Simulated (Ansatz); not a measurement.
**Run report: Zr$_{15}$SiO$_{32}$, geometry relaxation (part 2 of 4)**

Continued. System: Zr$_{15}$SiO$_{32}$ (defect cell, 48 atoms in the cell). Method: DFT PBE, scalar-relativistic, plane waves, PAW, no spin polarisation (Ansatz 0.2.0); cutoff 420 eV, 2×2×2 k-mesh, Gaussian smearing of 0.01 eV. The structure derives from a Materials Project entry. It belongs to a series of runs on one base structure; here: Si on a Zr site (a), charge +0, atoms relaxed at the host's cell.

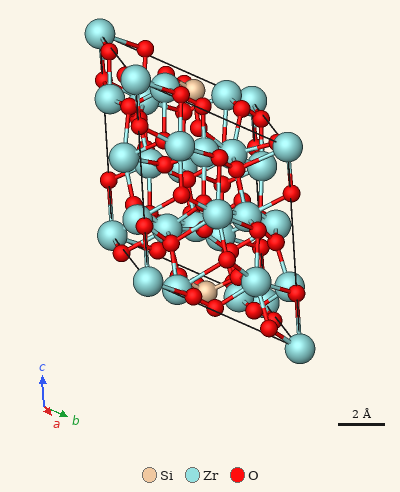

Figure 1. The geometry at step 11 of the log (ball-and-stick view of the cell of the calculation, seen slightly off an axis).

```
SCF converged after 5 iterations
Free energy (F): -81632.173967 eV
Harris-Foulkes:  -81632.173967 eV  (|F-HF|=5.73e-8)
Internal energy: -81632.173967 eV  (E = F + TS)
E sigma→0 (E₀):  -81632.173967 eV
Fermi energy:    12.412755 eV
--- Per-component energies (eV) ---
  E_band       = -1316.638642
  E_kinetic    = 10686.889327
  E_local      = -19077.740275  (includes V_loc(G=0)·N_el)
  E_nonlocal   = 2691.177189
  E_hartree    = 6336.886689
  E_xc         = -4874.281477
  E_vxc        = -5966.583304  (∫ρ·V_xc dr)
  E_paw        = -49862.284478  (= ΣΔE_a)
  E_vpaw       = -2324.228546  (= ΣTr[D̂ρ^β])
  E_aug_tail   = 0.079731  (compensation charges beyond the density's cutoff)
  E_ewald      = -27532.900673
  E_smearing   = -0.000000  (= −TS)
  E_closure    = -0.000000  (closes the sum)
  Σ components = -81632.173967   (vs F -81632.173967, Δ=0.00e0)
--- Forces (eV/Å), atoms counted from 1 ---
  atom   1  Si    -0.00000000     0.00000000     0.00000000
  atom   2  Zr     0.00000000     0.00116506     0.00108160
  atom   3  Zr     0.00000000    -0.00116506     0.00108160
  atom   4  Zr     0.00000000     0.00000000     0.00000000
  atom   5  Zr     0.00116506     0.00000000    -0.00108160
  atom   6  Zr     0.00000000    -0.00000000     0.00000000
  atom   7  Zr     0.00000000     0.00000000     0.00000000
  atom   8  Zr    -0.00116506     0.00000000    -0.00108160
  atom   9  Zr     0.00031126     0.00003610    -0.00027593
  atom  10  Zr     0.00031126    -0.00003610    -0.00027593
  atom  11  Zr    -0.00003610     0.00031126     0.00027593
  atom  12  Zr    -0.00003610    -0.00031126     0.00027593
  atom  13  Zr     0.00003610    -0.00031126     0.00027593
  atom  14  Zr    -0.00031126    -0.00003610    -0.00027593
  atom  15  Zr     0.00003610     0.00031126     0.00027593
  atom  16  Zr    -0.00031126     0.00003610    -0.00027593
  atom  17  O      0.00000000     0.00014991    -0.00041435
  atom  18  O      0.00000000    -0.00014991    -0.00041435
  atom  19  O      0.00000000    -0.00062145    -0.00090037
  atom  20  O      0.00000000     0.00062145    -0.00090037
  atom  21  O      0.00025402    -0.00041287    -0.00006655
  atom  22  O     -0.00025402     0.00041287    -0.00006655
  atom  23  O      0.00025402     0.00041287    -0.00006655
  atom  24  O     -0.00025402    -0.00041287    -0.00006655
  atom  25  O      0.00008652     0.00042834    -0.00088882
  atom  26  O      0.00008652    -0.00042834    -0.00088882
  atom  27  O     -0.00008652    -0.00042834    -0.00088882
  atom  28  O     -0.00008652     0.00042834    -0.00088882
  atom  29  O      0.00000000     0.00083531     0.00039152
  atom  30  O      0.00000000    -0.00079551     0.00041194
  atom  31  O      0.00000000    -0.00083531     0.00039152
  atom  32  O      0.00000000     0.00079551     0.00041194
  atom  33  O     -0.00062145     0.00000000     0.00090037
  atom  34  O      0.00041287    -0.00025402     0.00006655
  atom  35  O      0.00041287     0.00025402     0.00006655
  atom  36  O     -0.00014991     0.00000000     0.00041435
  atom  37  O      0.00014991     0.00000000     0.00041435
  atom  38  O     -0.00041287    -0.00025402     0.00006655
  atom  39  O     -0.00041287     0.00025402     0.00006655
  atom  40  O      0.00062145     0.00000000     0.00090037
  atom  41  O     -0.00042834     0.00008652     0.00088882
  atom  42  O     -0.00083531     0.00000000    -0.00039152
  atom  43  O     -0.00079551     0.00000000    -0.00041194
  atom  44  O     -0.00042834    -0.00008652     0.00088882
  atom  45  O      0.00042834    -0.00008652     0.00088882
  atom  46  O      0.00083531     0.00000000    -0.00039152
  atom  47  O      0.00079551     0.00000000    -0.00041194
  atom  48  O      0.00042834     0.00008652     0.00088882
  max |Σ_I F_I| component: 9.22e-19 eV/Å
--- Band table (eV) ---
  k-point 0: bands = ["-37.3280", "-37.3280", "-37.3279", "-37.3278", "-37.1437", "-37.1431", "-37.1431", "-37.1430", "-37.1267", "-37.1267", "-37.1259", "-37.1259", "-37.0571", "-37.0571", "-36.9637", "-15.7002", "-15.6911", "-15.6911", "-15.6775", "-15.6507", "-15.6322", "-15.5779", "-15.5779", "-15.5658", "-15.5471", "-15.5275", "-15.5275", "-15.4739", "-15.4642", "-15.4642", "-15.4593", "-15.3691", "-15.3573", "-15.3573", "-15.3558", "-15.3199", "-15.3199", "-15.3055", "-15.2975", "-15.2728",
      "-15.2680", "-15.2680", "-15.2653", "-15.2262", "-15.2210", "-15.2210", "-15.2169", "-15.2056", "-15.1495", "-15.1437", "-15.1437", "-15.1423", "-15.1361", "-15.1071", "-15.1071", "-15.1001", "-15.0701", "-15.0398", "-15.0398", "-14.9899", "-7.5307", "-6.5901", "-6.5901", "-6.4711", "-6.2428", "-6.2428", "-6.2179", "-6.0780", "-5.8913", "-5.8913", "-5.8294", "-5.8230", "-5.8085", "-5.8032", "-5.8032", "-5.7932", "-5.6544", "-5.5637", "-5.5533", "-5.5533",
      "-5.4783", "-5.4565", "-5.4565", "-5.3618", "-5.3403", "-5.3032", "-5.3032", "-5.2829", "-5.2404", "-5.2404", "-5.2200", "-5.1685", "4.2871", "5.7399", "5.7399", "5.7559", "6.0175", "6.0175", "6.0435", "6.1266", "6.1774", "6.1774", "6.2696", "6.2865", "6.2918", "6.2918", "6.3432", "6.3876", "6.5179", "6.5179", "6.5584", "6.5894", "6.7014", "6.7296", "6.8178", "6.8178", "6.9628", "7.0846", "7.0846", "7.0987",
      "7.1420", "7.1862", "7.2597", "7.3012", "7.3012", "7.3373", "7.3793", "7.3793", "7.4154", "7.4296", "7.4532", "7.4532", "7.5449", "7.5449", "7.6439", "7.7532", "7.9183", "7.9213", "7.9684", "7.9684", "8.1605", "8.1605", "8.2558", "8.2908", "8.5650", "8.6679", "8.6679", "8.6715", "8.7533", "8.7543", "8.8486", "8.8486", "8.8885", "8.9711", "9.0112", "9.0172", "9.0172", "9.0739", "9.1885", "9.1885",
      "9.2542", "9.3070", "9.3189", "9.3543", "9.3543", "9.3903", "9.3903", "9.4756", "9.4980", "9.5185", "9.5185", "9.5259", "9.6138", "9.6578", "9.6578", "9.6693", "9.7790", "9.8063", "9.8063", "9.8865", "9.8932", "9.9950", "10.0522", "10.0522", "10.1164", "10.1198", "10.1198", "10.2287", "14.5223", "14.5223", "14.7659", "14.8356", "14.8356", "14.9166", "14.9217", "15.0437", "15.1086", "15.1086", "15.1174", "15.1668",
      "15.1668", "15.1881", "15.1971", "15.3527", "15.3663", "15.3994", "15.3994", "15.4280", "15.4695", "15.5253", "15.5253", "15.6135", "15.6135", "15.7369", "15.7784", "15.7784", "15.8149", "15.8149", "16.2573", "16.2573", "16.3220", "16.4172", "16.5221", "16.6910", "16.6910", "16.7123", "16.7511", "16.7893", "16.8789", "16.8789", "16.9772", "17.0585", "17.2782", "17.3094", "17.3094", "17.4118"]
  k-point 1: bands = ["-37.3288", "-37.3278", "-37.3276", "-37.3273", "-37.1466", "-37.1462", "-37.1377", "-37.1371", "-37.1323", "-37.1318", "-37.1233", "-37.1231", "-37.0578", "-37.0564", "-36.9637", "-15.7365", "-15.6990", "-15.6728", "-15.6438", "-15.6188", "-15.6091", "-15.5957", "-15.5835", "-15.5801", "-15.5271", "-15.5263", "-15.5173", "-15.4995", "-15.4711", "-15.4655", "-15.4580", "-15.4496", "-15.3938", "-15.3758", "-15.3654", "-15.3520", "-15.3134", "-15.2927", "-15.2800", "-15.2547",
      "-15.2259", "-15.2257", "-15.2181", "-15.2143", "-15.2063", "-15.2038", "-15.1903", "-15.1858", "-15.1800", "-15.1657", "-15.1478", "-15.1443", "-15.1351", "-15.1230", "-15.1177", "-15.1121", "-15.0975", "-15.0420", "-15.0375", "-14.9901", "-7.5417", "-6.7284", "-6.4541", "-6.3165", "-6.2843", "-6.1355", "-6.1218", "-6.0859", "-6.0596", "-6.0241", "-5.9557", "-5.9110", "-5.8627", "-5.7901", "-5.7302", "-5.6855", "-5.5928", "-5.5866", "-5.5333", "-5.5295",
      "-5.4906", "-5.4520", "-5.4224", "-5.4219", "-5.3950", "-5.3444", "-5.3171", "-5.2483", "-5.2184", "-5.2048", "-5.1922", "-5.1457", "4.2613", "5.6433", "5.7070", "5.7752", "5.8337", "5.8520", "6.0148", "6.0509", "6.1323", "6.2090", "6.2859", "6.3758", "6.4536", "6.5034", "6.5094", "6.5480", "6.5485", "6.6140", "6.6331", "6.6801", "6.7203", "6.7644", "6.8242", "6.8515", "6.8953", "6.9843", "6.9936", "7.0245",
      "7.0361", "7.0821", "7.1183", "7.1267", "7.2317", "7.2612", "7.2867", "7.4430", "7.4989", "7.5062", "7.5691", "7.6590", "7.7461", "7.8521", "7.8690", "7.9160", "7.9782", "7.9804", "8.0718", "8.1269", "8.1489", "8.2363", "8.2647", "8.3167", "8.3201", "8.3746", "8.4648", "8.5215", "8.5451", "8.6414", "8.6435", "8.6831", "8.7745", "8.8657", "8.8798", "8.9069", "8.9830", "9.0182", "9.0680", "9.1175",
      "9.1233", "9.1635", "9.1796", "9.2339", "9.3067", "9.3373", "9.3489", "9.4243", "9.4868", "9.4955", "9.5361", "9.5820", "9.7212", "9.7383", "9.7608", "9.7769", "9.8647", "9.8704", "9.9675", "9.9683", "10.0618", "10.1003", "10.1119", "10.1557", "10.2100", "10.2361", "10.2681", "10.3598", "14.4658", "14.5883", "14.6791", "14.7662", "14.8107", "14.8714", "14.9631", "14.9889", "14.9992", "15.1019", "15.1324", "15.1432",
      "15.2214", "15.2299", "15.2630", "15.3050", "15.3768", "15.4269", "15.4522", "15.4854", "15.4986", "15.5184", "15.6300", "15.6454", "15.6828", "15.7264", "15.7504", "15.7917", "15.8651", "16.0223", "16.0712", "16.2538", "16.2692", "16.4046", "16.5932", "16.6165", "16.6521", "16.7022", "16.7460", "16.7779", "16.8464", "16.9419", "16.9989", "17.0545", "17.1184", "17.2032", "17.2474", "17.3146"]
  k-point 2: bands = ["-37.3287", "-37.3278", "-37.3278", "-37.3274", "-37.1508", "-37.1380", "-37.1380", "-37.1366", "-37.1340", "-37.1308", "-37.1308", "-37.1188", "-37.0571", "-37.0570", "-36.9637", "-15.7198", "-15.7070", "-15.7070", "-15.6412", "-15.6266", "-15.6266", "-15.6262", "-15.5397", "-15.5397", "-15.5374", "-15.5298", "-15.5145", "-15.4857", "-15.4443", "-15.4314", "-15.4305", "-15.4305", "-15.3995", "-15.3995", "-15.3602", "-15.3599", "-15.3599", "-15.3220", "-15.2725", "-15.2573",
      "-15.2559", "-15.2559", "-15.2269", "-15.2098", "-15.2082", "-15.2082", "-15.2079", "-15.1744", "-15.1744", "-15.1637", "-15.1520", "-15.1520", "-15.1412", "-15.1077", "-15.0873", "-15.0873", "-15.0859", "-15.0407", "-15.0407", "-14.9953", "-7.5490", "-6.7049", "-6.4402", "-6.4402", "-6.1923", "-6.1216", "-6.1093", "-6.1093", "-6.0182", "-6.0105", "-5.9068", "-5.9068", "-5.8930", "-5.7354", "-5.7245", "-5.7040", "-5.7040", "-5.5723", "-5.5616", "-5.5616",
      "-5.5488", "-5.4759", "-5.4202", "-5.4087", "-5.4087", "-5.3023", "-5.2608", "-5.2608", "-5.2063", "-5.1838", "-5.1838", "-5.1565", "4.2503", "5.6509", "5.7069", "5.8374", "5.8374", "6.0396", "6.1410", "6.1777", "6.1777", "6.2343", "6.2727", "6.2727", "6.3058", "6.4325", "6.4622", "6.4622", "6.5264", "6.5331", "6.5617", "6.5617", "6.5653", "6.6791", "6.7975", "6.8541", "6.9234", "6.9234", "6.9530", "7.0437",
      "7.0437", "7.1290", "7.2797", "7.2797", "7.2833", "7.3304", "7.3377", "7.3466", "7.3977", "7.4445", "7.4445", "7.5990", "7.8016", "7.8016", "7.9020", "7.9020", "8.0550", "8.0927", "8.0927", "8.1106", "8.2835", "8.3212", "8.3212", "8.3450", "8.4299", "8.4673", "8.5442", "8.5442", "8.5708", "8.6305", "8.6502", "8.6945", "8.6945", "8.8015", "8.8622", "8.8622", "8.8826", "9.0099", "9.0927", "9.0927",
      "9.1141", "9.1727", "9.2296", "9.2296", "9.2474", "9.3109", "9.3844", "9.4387", "9.4387", "9.4811", "9.6445", "9.6445", "9.6693", "9.7684", "9.7893", "9.8188", "9.8188", "9.9437", "10.0139", "10.0212", "10.0212", "10.0703", "10.0927", "10.0927", "10.1207", "10.1717", "10.2363", "10.2363", "14.4825", "14.5541", "14.5541", "14.7050", "14.8324", "14.8654", "14.9521", "14.9574", "14.9574", "15.0691", "15.1695", "15.1965",
      "15.2749", "15.2838", "15.3036", "15.3036", "15.3598", "15.4604", "15.4799", "15.4799", "15.5728", "15.5728", "15.6241", "15.6585", "15.6901", "15.6901", "15.7221", "15.8603", "15.9825", "16.0097", "16.0097", "16.0561", "16.3639", "16.5209", "16.5679", "16.5679", "16.6294", "16.6771", "16.6771", "16.7089", "16.8554", "16.8992", "16.8992", "16.9817", "17.2578", "17.2578", "17.3355", "17.4451"]
--- Relaxed structure (11 steps of the walk, 10 accepted, 0 SCFs on fresh bases) ---
  F+E_penalty+E_count = -81632.17396690 eV   max|allowed force component| = 1.165e-3 eV/Å
  atoms:
    - { symbol: Si, position: [0.49999999999999994, 0.49999999999999994, -1.6334205186471337e-19] }
    - { symbol: Zr, position: [0.49999999999999994, 0.2624910229386896, 0.23463719623168808] }
    - { symbol: Zr, position: [0.49999999999999994, 0.734637196231688, 0.7624910229386895] }
    - { symbol: Zr, position: [0.49999999999999994, -1.6334205186471337e-19, 0.49999999999999994] }
    - { symbol: Zr, position: [0.027853826707001494, 0.2653628037683119, 0.7653628037683118] }
    - { symbol: Zr, position: [-1.770012456047774e-20, 0.49999999999999994, 0.49999999999999994] }
    - { symbol: Zr, position: [-1.770012456047794e-20, -1.1199609581592713e-19, -2.323881324739775e-19] }
    - { symbol: Zr, position: [-0.027853826707001494, 0.7375089770613102, 0.23750897706131036] }
    - { symbol: Zr, position: [0.25998908221605305, 0.7729939967082138, 0.012371147259829629] }
    - { symbol: Zr, position: [0.25998908221605305, 0.5123711472598296, 0.2729939967082139] }
    - { symbol: Zr, position: [0.23937715055161568, -0.013004914492160818, 0.7270060032917861] }
    - { symbol: Zr, position: [0.23937715055161568, 0.2270060032917861, 0.48699508550783915] }
    - { symbol: Zr, position: [0.7606228494483841, 0.4876288527401703, 0.7476179349562233] }
    - { symbol: Zr, position: [0.7400109177839469, 0.7523820650437765, 0.5130049144921609] }
    - { symbol: Zr, position: [0.7606228494483841, 0.24761793495622336, -0.012371147259829629] }
    - { symbol: Zr, position: [0.7400109177839469, 0.013004914492160818, 0.25238206504377647] }
    - { symbol: O, position: [0.49999999999999994, 0.8162506466579967, 0.013784648016648693] }
    - { symbol: O, position: [0.49999999999999994, 0.5137846480166487, 0.31625064665799685] }
    - { symbol: O, position: [0.49999999999999994, 0.05560332326736628, 0.7719557818188603] }
    - { symbol: O, position: [0.49999999999999994, 0.2719557818188603, 0.5556033232673663] }
    - { symbol: O, position: [0.024920943826038038, 0.5292139856396877, 0.7949169229506795] }
    - { symbol: O, position: [-0.024920943826038038, 0.7699959791246415, 0.5042930418136496] }
    - { symbol: O, position: [0.024920943826038038, 0.2949169229506797, 0.029213985639687773] }
    - { symbol: O, position: [-0.024920943826038038, 0.004293041813649728, 0.2699959791246417] }
    - { symbol: O, position: [0.024811208345023983, 0.7931700361297322, 0.037648439008909185] }
    - { symbol: O, position: [0.024811208345023983, 0.5376484390089091, 0.29317003612973236] }
    - { symbol: O, position: [-0.024811208345023983, 0.012837230663885146, 0.7683588277847082] }
    - { symbol: O, position: [-0.024811208345023983, 0.26835882778470843, 0.5128372306638852] }
    - { symbol: O, position: [0.49999999999999994, 0.5179617477670182, 0.8191724588528357] }
    - { symbol: O, position: [0.49999999999999994, 0.7820752556699491, 0.546139812895489] }
    - { symbol: O, position: [0.49999999999999994, 0.31917245885283596, 0.017961747767018282] }
    - { symbol: O, position: [0.49999999999999994, 0.04613981289548898, 0.282075255669949] }
    - { symbol: O, position: [0.2836475414485059, 0.7280442181811395, 0.2280442181811396] }
    - { symbol: O, position: [0.2657029373109919, 0.47078601436031214, 0.4957069581863502] }
    - { symbol: O, position: [0.2657029373109919, 0.9957069581863502, 0.9707860143603122] }
    - { symbol: O, position: [0.19753400135865187, 0.1837493533420031, 0.683749353342003] }
    - { symbol: O, position: [0.802465998641348, 0.48621535198335125, 0.9862153519833512] }
    - { symbol: O, position: [0.7342970626890076, 0.7050830770493199, 0.730004020875358] }
    - { symbol: O, position: [0.7342970626890076, 0.23000402087535815, 0.2050830770493201] }
    - { symbol: O, position: [0.716352458551494, 0.9443966767326335, 0.4443966767326337] }
    - { symbol: O, position: [0.24447840287917671, 0.7316411722152915, 0.7068299638702675] }
    - { symbol: O, position: [0.3012107110858177, 0.4820382522329818, 0.9820382522329817] }
    - { symbol: O, position: [0.23593544277446007, 0.9538601871045108, 0.4538601871045109] }
    - { symbol: O, position: [0.24447840287917671, 0.20682996387026756, 0.23164117221529154] }
    - { symbol: O, position: [0.7555215971208231, 0.46235156099109076, 0.4871627693361148] }
    - { symbol: O, position: [0.6987892889141822, 0.6808275411471639, 0.18082754114716396] }
    - { symbol: O, position: [0.7640645572255397, 0.21792474433005085, 0.7179247443300507] }
    - { symbol: O, position: [0.7555215971208231, 0.9871627693361148, 0.9623515609910908] }
```
